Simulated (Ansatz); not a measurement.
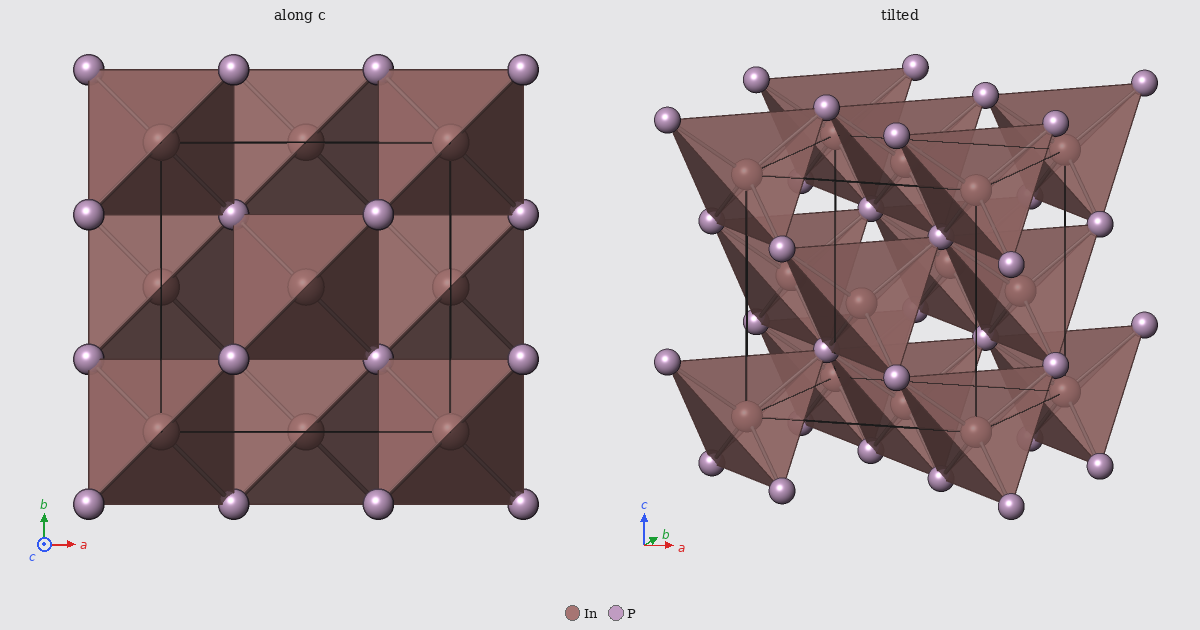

View along the c axis and slightly off an axis, drawn as a polyhedral model. One conventional unit cell is framed, with atoms on its boundary repeated. Some atoms of the next cells are drawn as well.

InP, space group F-43m (No. 216), a = 5.88 Å, b = 5.88 Å, c = 5.88 Å, α = 90.00°, β = 90.00°, γ = 90.00°.

Calculation details: DFT PBEsol, scalar-relativistic, plane waves, PAW (Ansatz 0.2.0); 420 eV cutoff, k-points about 0.16 Å⁻¹ apart, Gaussian smearing of 0.1 eV, no spin polarisation.

> Predict the gap.

A semiconductor at this level, with a gap of 0.57 eV on the k-mesh (the true edges may lie between mesh points, so the gap can be somewhat smaller).

The cell started as a structure listed in the Materials Project, with elements exchanged, so it need not be a known form of the compound. Relaxation method: DFT PBEsol, scalar-relativistic, plane waves, PAW (Ansatz 0.2.0).
